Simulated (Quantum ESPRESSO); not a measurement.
# Single-point calculation of C

C (4 atoms in the cell), computed with Kohn-Sham DFT of a periodic cell, PBE, SSSP 1.3 efficiency PBE, no spin polarisation (Quantum ESPRESSO 7.5).

The structure derives from a Materials Project entry. The volume is scaled by 0.94.

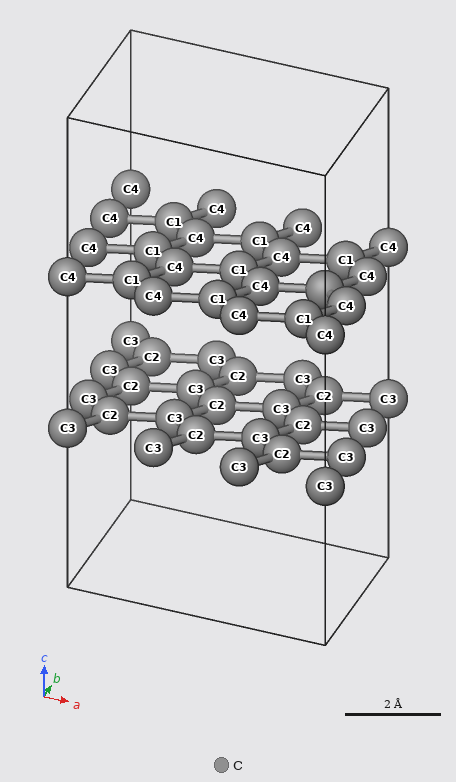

Fig. 1: The input geometry (ball-and-stick view of the 3 × 3 repeat of the cell, with the vacuum cut short, seen slightly off an axis; atoms are numbered from 1 in the order of the input). Near neighbours in the crystal (not all of them lie inside the picture): C has 3 C at 1.39 Å.

**The input**
```
&CONTROL
  calculation = 'scf'
  prefix = 'pwscf'
  outdir = './tmp'
  pseudo_dir = './pseudo'
  tprnfor = .true.
  tstress = .true.
  disk_io = 'nowf'
/
&SYSTEM
  ibrav = 0
  nat = 4
  ntyp = 1
  ecutwfc = 55
  ecutrho = 440
  nbnd = 14
  occupations = 'smearing'
  smearing = 'fd'
  degauss = 0.00367493
/
&ELECTRONS
  conv_thr = 8d-10
  electron_maxstep = 120
  mixing_beta = 0.5
/
ATOMIC_SPECIES
C     12.0110 C.pbe-n-kjpaw_psl.1.0.0.UPF
CELL_PARAMETERS angstrom
   2.4060863447    0.0000000000    0.0000000000
  -1.2030431724    2.0837318983    0.0000000000
   0.0000000000    0.0000000000   23.6412921296
ATOMIC_POSITIONS crystal
C      0.6666666667    0.3333333333    0.5704754400
C      0.3333333333    0.6666666667    0.4295245600
C      0.0000000000    0.0000000000    0.4295312300
C      0.0000000000    0.0000000000    0.5704687700
K_POINTS automatic
12 12 2 0 0 0
```

Hardware: 2 threads of Arm Neoverse V2, 24 GiB of memory available, shared host.

Command:
```bash
OMP_NUM_THREADS=1 mpirun -n 2 pw.x -nk 2 -in pw.in > pw.out
```

**What the program printed**
```
This program is part of the open-source Quantum ESPRESSO suite
     for quantum simulation of materials; please cite
         "P. Giannozzi et al., J. Phys.:Condens. Matter 21 395502 (2009);
         "P. Giannozzi et al., J. Phys.:Condens. Matter 29 465901 (2017);
         "P. Giannozzi et al., J. Chem. Phys. 152 154105 (2020);
          URL
     in publications or presentations arising from this work. More details at

     file C.pbe-n-kjpaw_psl.1.0.0.UPF: wavefunction(s)  2S 2P renormalized
     Message from routine setup:
     using ibrav=0 with symmetry is DISCOURAGED, use correct ibrav instead

     K-points division:     npool     =       2
     Subspace diagonalization in iterative solution of the eigenvalue problem:
     a serial algorithm will be used

     G-vector sticks info
     --------------------
     sticks:   dense  smooth     PW     G-vecs:    dense   smooth      PW
     Sum         637     313     97               124667    44167    7727

     Using Slab Decomposition

     bravais-lattice index     =            0
     lattice parameter (alat)  =       4.5468  a.u.
     unit-cell volume          =     799.8727 (a.u.)^3
     number of atoms/cell      =            4
     number of atomic types    =            1
     number of electrons       =        16.00
     number of Kohn-Sham states=           14
     kinetic-energy cutoff     =      55.0000  Ry
     charge density cutoff     =     440.0000  Ry
     scf convergence threshold =      8.0E-10
     mixing beta               =       0.5000
     number of iterations used =            8  plain     mixing
     Exchange-correlation= SLA  PW   PBX  PBC
                           (   1   4   3   4   0   0   0)

     celldm(1)=   4.546844  celldm(2)=   0.000000  celldm(3)=   0.000000
     celldm(4)=   0.000000  celldm(5)=   0.000000  celldm(6)=   0.000000

     crystal axes: (cart. coord. in units of alat)
               a(1) = (   1.000000   0.000000   0.000000 )
               a(2) = (  -0.500000   0.866025   0.000000 )
               a(3) = (   0.000000   0.000000   9.825621 )

     reciprocal axes: (cart. coord. in units 2 pi/alat)
               b(1) = (  1.000000  0.577350 -0.000000 )
               b(2) = (  0.000000  1.154701  0.000000 )
               b(3) = (  0.000000 -0.000000  0.101775 )

     PseudoPot. # 1 for C  read from file:
     C.pbe-n-kjpaw_psl.1.0.0.UPF
     Pseudo is Projector augmented-wave + core cor, Zval =  4.0
     Generated using "atomic" code by A. Dal Corso  v.5.1
     Shape of augmentation charge: PSQ
     Using radial grid of 1073 points,  4 beta functions with:
                l(1) =   0
                l(2) =   0
                l(3) =   1
                l(4) =   1
     Q(r) pseudized with 0 coefficients

     atomic species   valence    mass     pseudopotential
     C                 4.00    12.01100     C ( 1.00)

     12 Sym. Ops., with inversion, found

   Cartesian axes

     site n.     atom                  positions (alat units)
         1        C      tau(   1) = (   0.5000000   0.2886751   5.6052754  )
         2        C      tau(   2) = (  -0.0000000   0.5773503   4.2203455  )
         3        C      tau(   3) = (   0.0000000   0.0000000   4.2204110  )
         4        C      tau(   4) = (   0.0000000   0.0000000   5.6052098  )

     number of k points=    38  Fermi-Dirac smearing, width (Ry)=  0.0037
                       cart. coord. in units 2pi/alat
        k(    1) = (   0.0000000   0.0000000   0.0000000), wk =   0.0069444
        k(    2) = (   0.0000000   0.0000000  -0.0508874), wk =   0.0069444
        k(    3) = (   0.0000000   0.0962250   0.0000000), wk =   0.0416667
        k(    4) = (   0.0000000   0.0962250  -0.0508874), wk =   0.0416667
        k(    5) = (   0.0000000   0.1924501   0.0000000), wk =   0.0416667
        k(    6) = (   0.0000000   0.1924501  -0.0508874), wk =   0.0416667
        k(    7) = (   0.0000000   0.2886751   0.0000000), wk =   0.0416667
        k(    8) = (   0.0000000   0.2886751  -0.0508874), wk =   0.0416667
        k(    9) = (   0.0000000   0.3849002   0.0000000), wk =   0.0416667
        k(   10) = (   0.0000000   0.3849002  -0.0508874), wk =   0.0416667
        k(   11) = (   0.0000000   0.4811252   0.0000000), wk =   0.0416667
        k(   12) = (   0.0000000   0.4811252  -0.0508874), wk =   0.0416667
        k(   13) = (   0.0000000  -0.5773503   0.0000000), wk =   0.0208333
        k(   14) = (   0.0000000  -0.5773503  -0.0508874), wk =   0.0208333
        k(   15) = (   0.0833333   0.1443376   0.0000000), wk =   0.0416667
        k(   16) = (   0.0833333   0.1443376  -0.0508874), wk =   0.0416667
        k(   17) = (   0.0833333   0.2405626   0.0000000), wk =   0.0833333
        k(   18) = (   0.0833333   0.2405626  -0.0508874), wk =   0.0833333
        k(   19) = (   0.0833333   0.3367877   0.0000000), wk =   0.0833333
        k(   20) = (   0.0833333   0.3367877  -0.0508874), wk =   0.0833333
        k(   21) = (   0.0833333   0.4330127   0.0000000), wk =   0.0833333
        k(   22) = (   0.0833333   0.4330127  -0.0508874), wk =   0.0833333
        k(   23) = (   0.0833333   0.5292377   0.0000000), wk =   0.0833333
        k(   24) = (   0.0833333   0.5292377  -0.0508874), wk =   0.0833333
        k(   25) = (   0.1666667   0.2886751   0.0000000), wk =   0.0416667
        k(   26) = (   0.1666667   0.2886751  -0.0508874), wk =   0.0416667
        k(   27) = (   0.1666667   0.3849002   0.0000000), wk =   0.0833333
        k(   28) = (   0.1666667   0.3849002  -0.0508874), wk =   0.0833333
        k(   29) = (   0.1666667   0.4811252   0.0000000), wk =   0.0833333
        k(   30) = (   0.1666667   0.4811252  -0.0508874), wk =   0.0833333
        k(   31) = (   0.1666667   0.5773503   0.0000000), wk =   0.0416667
        k(   32) = (   0.1666667   0.5773503  -0.0508874), wk =   0.0416667
        k(   33) = (   0.2500000   0.4330127   0.0000000), wk =   0.0416667
        k(   34) = (   0.2500000   0.4330127  -0.0508874), wk =   0.0416667
        k(   35) = (   0.2500000   0.5292377   0.0000000), wk =   0.0833333
        k(   36) = (   0.2500000   0.5292377  -0.0508874), wk =   0.0833333
        k(   37) = (   0.3333333   0.5773503   0.0000000), wk =   0.0138889
        k(   38) = (   0.3333333   0.5773503  -0.0508874), wk =   0.0138889

     Dense  grid:   124667 G-vectors     FFT dimensions: (  32,  32, 300)

     Smooth grid:    44167 G-vectors     FFT dimensions: (  24,  24, 216)

     Initial potential from superposition of free atoms

     starting charge      15.9998, renormalised to      16.0000

     negative rho (up, down):  6.471E-06 0.000E+00
     Starting wfcs are   16 randomized atomic wfcs
     Checking if some PAW data can be deallocated...

     Self-consistent Calculation

     iteration #  1     ecut=    55.00 Ry     beta= 0.50
     Davidson diagonalization with overlap
     ethr =  1.00E-02,  avg # of iterations =  5.4

     negative rho (up, down):  1.075E-05 0.000E+00

     total energy              =     -73.74562244 Ry
     estimated scf accuracy    <       0.45323584 Ry

     iteration #  2     ecut=    55.00 Ry     beta= 0.50
     Davidson diagonalization with overlap
     ethr =  2.83E-03,  avg # of iterations =  3.5

     negative rho (up, down):  4.531E-05 0.000E+00

     total energy              =     -73.75053971 Ry
     estimated scf accuracy    <       0.04641300 Ry

     iteration #  3     ecut=    55.00 Ry     beta= 0.50
     Davidson diagonalization with overlap
     ethr =  2.90E-04,  avg # of iterations =  8.2

     negative rho (up, down):  4.770E-05 0.000E+00

     total energy              =     -73.75884164 Ry
     estimated scf accuracy    <       0.00134924 Ry

     iteration #  4     ecut=    55.00 Ry     beta= 0.50
     Davidson diagonalization with overlap
     c_bands:  1 eigenvalues not converged
     ethr =  8.43E-06,  avg # of iterations =  7.6

     negative rho (up, down):  4.862E-05 0.000E+00

     total energy              =     -73.75898532 Ry
     estimated scf accuracy    <       0.00025016 Ry

     iteration #  5     ecut=    55.00 Ry     beta= 0.50
     Davidson diagonalization with overlap
     ethr =  1.56E-06,  avg # of iterations =  4.8

     negative rho (up, down):  4.791E-05 0.000E+00

     total energy              =     -73.75900244 Ry
     estimated scf accuracy    <       0.00001042 Ry

     iteration #  6     ecut=    55.00 Ry     beta= 0.50
     Davidson diagonalization with overlap
     ethr =  6.51E-08,  avg # of iterations =  2.6

     negative rho (up, down):  4.816E-05 0.000E+00

     total energy              =     -73.75900597 Ry
     estimated scf accuracy    <       0.00000179 Ry

     iteration #  7     ecut=    55.00 Ry     beta= 0.50
     Davidson diagonalization with overlap
     ethr =  1.12E-08,  avg # of iterations =  2.0

     negative rho (up, down):  4.843E-05 0.000E+00

     total energy              =     -73.75900620 Ry
     estimated scf accuracy    <       0.00000004 Ry

     iteration #  8     ecut=    55.00 Ry     beta= 0.50
     Davidson diagonalization with overlap
     ethr =  2.22E-10,  avg # of iterations =  2.8

     negative rho (up, down):  4.857E-05 0.000E+00

     total energy              =     -73.75900621 Ry
     estimated scf accuracy    <          2.8E-09 Ry

     iteration #  9     ecut=    55.00 Ry     beta= 0.50
     Davidson diagonalization with overlap
     ethr =  1.72E-11,  avg # of iterations =  2.3

     negative rho (up, down):  4.874E-05 0.000E+00

     End of self-consistent calculation

          k = 0.0000 0.0000 0.0000 (  5601 PWs)   bands (ev):

   -20.9440 -20.7906  -9.3526  -8.3700  -3.7546  -3.7546  -3.7460  -3.7460
     2.4174   2.7589   3.1753   3.9151   4.4154   5.8637

          k = 0.0000 0.0000-0.0509 (  5578 PWs)   bands (ev):

   -20.9440 -20.7906  -9.3526  -8.3700  -3.7546  -3.7546  -3.7460  -3.7460
     2.4246   2.7235   3.2796   3.7068   4.7847   5.1838

          k = 0.0000 0.0962 0.0000 (  5567 PWs)   bands (ev):

   -20.7720 -20.6203  -9.1420  -8.1654  -4.4291  -4.4131  -4.1230  -4.1096
     2.6498   2.9946   3.4142   4.1526   4.6478   6.0988

          k = 0.0000 0.0962-0.0509 (  5560 PWs)   bands (ev):

   -20.7720 -20.6203  -9.1420  -8.1654  -4.4291  -4.4130  -4.1231  -4.1096
     2.6567   2.9601   3.5181   3.9432   5.0213   5.4093

          k = 0.0000 0.1925 0.0000 (  5555 PWs)   bands (ev):

   -20.2579 -20.1109  -8.5147  -7.5575  -6.1324  -6.1012  -4.9792  -4.9600
     3.3468   3.7008   4.1311   4.8648   5.3447   6.8005

          k = 0.0000 0.1925-0.0509 (  5550 PWs)   bands (ev):

   -20.2579 -20.1109  -8.5147  -7.5575  -6.1324  -6.1012  -4.9792  -4.9600
     3.3529   3.6686   4.2334   4.6526   5.7300   6.0837

          k = 0.0000 0.2887 0.0000 (  5533 PWs)   bands (ev):

   -19.4072 -19.2681  -8.3231  -8.2744  -7.4880  -6.5676  -5.9238  -5.9009
     4.5051   4.8675   5.3257   6.0409   6.4889   6.8462

          k = 0.0000 0.2887-0.0509 (  5528 PWs)   bands (ev):

   -19.4072 -19.2681  -8.3231  -8.2744  -7.4880  -6.5676  -5.9238  -5.9009
     4.5100   4.8404   5.4213   5.8325   6.7732   6.9572

          k = 0.0000 0.3849 0.0000 (  5489 PWs)   bands (ev):

   -18.2313 -18.1028 -10.6299 -10.5636  -6.7082  -6.6833  -6.1070  -5.2545
     4.2282   4.7069   6.1146   6.5366   6.9938   7.5688

          k = 0.0000 0.3849-0.0509 (  5492 PWs)   bands (ev):

   -18.2312 -18.1028 -10.6299 -10.5636  -6.7082  -6.6833  -6.1070  -5.2545
     4.2282   4.7068   6.1181   6.5118   7.0956   7.4417

          k = 0.0000 0.4811 0.0000 (  5498 PWs)   bands (ev):

   -16.7548 -16.6401 -12.8405 -12.7584  -7.2129  -7.1871  -4.5148  -3.8191
     1.9046   2.4317   7.3569   7.5418   8.2240   8.6371

          k = 0.0000 0.4811-0.0509 (  5498 PWs)   bands (ev):

   -16.7548 -16.6401 -12.8405 -12.7584  -7.2129  -7.1871  -4.5148  -3.8191
     1.9046   2.4317   7.3569   7.5418   8.2266   8.6184

          k = 0.0000-0.5774 0.0000 (  5488 PWs)   bands (ev):

   -15.3103 -15.2533 -14.4890 -14.4466  -7.3861  -7.3599  -3.4542  -3.0952
     0.8109   1.1836   7.2873   7.4944  10.6005  10.6823

          k = 0.0000-0.5774-0.0509 (  5508 PWs)   bands (ev):

   -15.3103 -15.2533 -14.4890 -14.4466  -7.3861  -7.3599  -3.4542  -3.0952
     0.8109   1.1836   7.2873   7.4944  10.6014  10.6835

          k = 0.0833 0.1443 0.0000 (  5569 PWs)   bands (ev):

   -20.4290 -20.2805  -8.7229  -7.7590  -5.4921  -5.4767  -4.8527  -4.8414
     3.1148   3.4658   3.8922   4.6277   5.1131   6.5695

          k = 0.0833 0.1443-0.0509 (  5554 PWs)   bands (ev):

   -20.4290 -20.2804  -8.7229  -7.7590  -5.4921  -5.4767  -4.8527  -4.8414
     3.1212   3.4328   3.9951   4.4164   5.4941   5.8610

          k = 0.0833 0.2406 0.0000 (  5540 PWs)   bands (ev):

   -19.7466 -19.6044  -7.8950  -7.2725  -7.2390  -6.9585  -5.9249  -5.9033
     4.0438   4.4052   4.8483   5.5763   6.0420   7.4509

          k = 0.0833 0.2406-0.0509 (  5550 PWs)   bands (ev):

   -19.7466 -19.6044  -7.8950  -7.2725  -7.2390  -6.9585  -5.9249  -5.9033
     4.0493   4.3755   4.9482   5.3625   6.4374   6.7574

          k = 0.0833 0.3368 0.0000 (  5523 PWs)   bands (ev):

   -18.7334 -18.6004  -9.4451  -9.3905  -6.8682  -6.8394  -6.6855  -5.7992
     5.3544   5.4370   5.7505   5.8736   6.2819   7.0041

          k = 0.0833 0.3368-0.0509 (  5506 PWs)   bands (ev):

   -18.7334 -18.6004  -9.4451  -9.3905  -6.8682  -6.8394  -6.6855  -5.7992
     5.3544   5.4408   5.7477   5.8478   6.3856   6.7788

          k = 0.0833 0.4330 0.0000 (  5491 PWs)   bands (ev):

   -17.4059 -17.2849 -11.6753 -11.6024  -7.5415  -7.5097  -5.1698  -4.3808
     2.9533   3.4366   7.2550   7.6726   8.1650   8.2325

          k = 0.0833 0.4330-0.0509 (  5490 PWs)   bands (ev):

   -17.4059 -17.2849 -11.6753 -11.6024  -7.5415  -7.5097  -5.1698  -4.3808
     2.9533   3.4366   7.2577   7.6546   8.1885   8.3094

          k = 0.0833 0.5292 0.0000 (  5490 PWs)   bands (ev):

   -15.8187 -15.7161 -13.7410 -13.6569  -7.8896  -7.8565  -3.6455  -3.1236
     1.0843   1.5100   8.0373   8.2544   9.5433   9.9736

          k = 0.0833 0.5292-0.0509 (  5498 PWs)   bands (ev):

   -15.8187 -15.7161 -13.7410 -13.6569  -7.8896  -7.8565  -3.6455  -3.1236
     1.0843   1.5100   8.0373   8.2544   9.5449   9.9622

          k = 0.1667 0.2887 0.0000 (  5513 PWs)   bands (ev):

   -18.9018 -18.7673  -8.6251  -8.5986  -7.3837  -7.3646  -6.8808  -5.9838
     5.2023   5.5735   5.9536   6.0438   6.2006   6.7608

          k = 0.1667 0.2887-0.0509 (  5504 PWs)   bands (ev):

   -18.9018 -18.7673  -8.6251  -8.5986  -7.3837  -7.3646  -6.8808  -5.9838
     5.2068   5.5483   5.9538   6.1365   6.2030   6.5447

          k = 0.1667 0.3849 0.0000 (  5496 PWs)   bands (ev):

   -17.7367 -17.6128 -10.4441 -10.3911  -8.4991  -8.4624  -5.5149  -4.6863
     3.8138   4.1407   6.8115   7.1929   7.7153   8.4081

          k = 0.1667 0.3849-0.0509 (  5506 PWs)   bands (ev):

   -17.7367 -17.6128 -10.4441 -10.3911  -8.4991  -8.4624  -5.5150  -4.6863
     3.8138   4.1407   6.8147   7.1742   7.8014   8.1902

          k = 0.1667 0.4811 0.0000 (  5498 PWs)   bands (ev):

   -16.2807 -16.1706 -12.4738 -12.3988  -9.0955  -9.0501  -3.9241  -3.2398
     1.7225   2.1197   8.8400   9.1930   9.8468   9.9645

          k = 0.1667 0.4811-0.0509 (  5496 PWs)   bands (ev):

   -16.2807 -16.1706 -12.4738 -12.3988  -9.0955  -9.0501  -3.9241  -3.2398
     1.7225   2.1197   8.8417   9.1845   9.8925  10.0003

          k = 0.1667 0.5774 0.0000 (  5496 PWs)   bands (ev):

   -14.8783 -14.8238 -14.0428 -14.0045  -9.2867  -9.2394  -2.8181  -2.4647
     0.6907   0.8816   9.8428  10.1453  10.9818  11.1960

          k = 0.1667 0.5774-0.0509 (  5496 PWs)   bands (ev):

   -14.8783 -14.8238 -14.0429 -14.0045  -9.2867  -9.2394  -2.8181  -2.4647
     0.6907   0.8816   9.8428  10.1453  10.9816  11.1959

          k = 0.2500 0.4330 0.0000 (  5497 PWs)   bands (ev):

   -16.4406 -16.3288 -11.4671 -11.4295 -10.0976 -10.0695  -4.0382  -3.3045
     2.1010   2.4073   8.6188   8.9211   9.6162  10.2247

          k = 0.2500 0.4330-0.0509 (  5484 PWs)   bands (ev):

   -16.4406 -16.3288 -11.4671 -11.4295 -10.0976 -10.0695  -4.0382  -3.3045
     2.1010   2.4073   8.6207   8.9136   9.6766   9.9815

          k = 0.2500 0.5292 0.0000 (  5484 PWs)   bands (ev):

   -14.9162 -14.8231 -13.0051 -12.9390 -10.8366 -10.7849  -2.4626  -1.9371
     0.4963   0.7764  10.1692  10.3750  10.7671  11.8886

          k = 0.2500 0.5292-0.0509 (  5486 PWs)   bands (ev):

   -14.9162 -14.8231 -13.0051 -12.9390 -10.8366 -10.7849  -2.4626  -1.9371
     0.4962   0.7764  10.1691  10.3750  10.7678  11.8140

          k = 0.3333 0.5774 0.0000 (  5502 PWs)   bands (ev):

   -13.6115 -13.5621 -13.5621 -13.5166 -11.8592 -11.8592  -1.0826  -0.7530
    -0.7530  -0.4017   9.9534   9.9535  12.3313  12.6310

          k = 0.3333 0.5774-0.0509 (  5496 PWs)   bands (ev):

   -13.6115 -13.5621 -13.5621 -13.5166 -11.8592 -11.8592  -1.0826  -0.7530
    -0.7530  -0.4017   9.9535   9.9535  12.3313  12.6311

     the Fermi energy is    -0.7530 ev

!    total energy              =     -73.75900621 Ry
     total all-electron energy =      -304.815398 Ry
     estimated scf accuracy    <          1.5E-10 Ry
     smearing contrib. (-TS)   =      -0.00014330 Ry
     internal energy E=F+TS    =     -73.75886291 Ry

     The total energy is F=E-TS. E is the sum of the following terms:
     one-electron contribution =    -758.09071899 Ry
     hartree contribution      =     382.84893008 Ry
     xc contribution           =     -18.78036605 Ry
     ewald contribution        =     344.94147348 Ry
     one-center paw contrib.   =     -24.67818142 Ry

     convergence has been achieved in   9 iterations

     negative rho (up, down):  4.874E-05 0.000E+00

     Forces acting on atoms (cartesian axes, Ry/au):

     atom    1 type  1   force =     0.00000000    0.00000000    0.00254131
     atom    2 type  1   force =    -0.00000000   -0.00000000   -0.00254131
     atom    3 type  1   force =     0.00000000    0.00000000   -0.00174896
     atom    4 type  1   force =    -0.00000000   -0.00000000    0.00174896

     Total force =     0.004363     Total SCF correction =     0.000020

     Computing stress (Cartesian axis) and pressure

     negative rho (up, down):  4.874E-05 0.000E+00
          total   stress  (Ry/bohr**3)                   (kbar)     P=       66.51
   0.00066304   0.00000000   0.00000000           97.54        0.00        0.00
   0.00000000   0.00066304   0.00000000            0.00       97.54        0.00
   0.00000000   0.00000000   0.00003033            0.00        0.00        4.46

=------------------------------------------------------------------------------=
   JOB DONE.
=------------------------------------------------------------------------------=
```

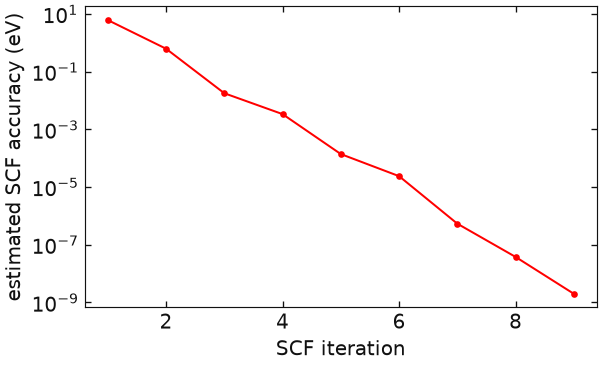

Fig. 2: Convergence of the self-consistent field: estimated SCF accuracy against the iteration. The field takes 9 iterations in all.

**Key numbers**

```tsv
quantity	value
outcome	converged
space group (tolerance 0.01 Å)	P-3m1 (164)
electrons treated	16
free energy	−1003.5424 eV
Fermi energy	−0.753 eV
gap on the k-point mesh	none (metallic)
pressure	6.65 GPa
largest force (length of the vector)	0.065 eV/Å
wall time	24 s (CPU time 48 s)
peak memory	0.32 GiB
```

**Notes**

Notes on the run: negative rho.
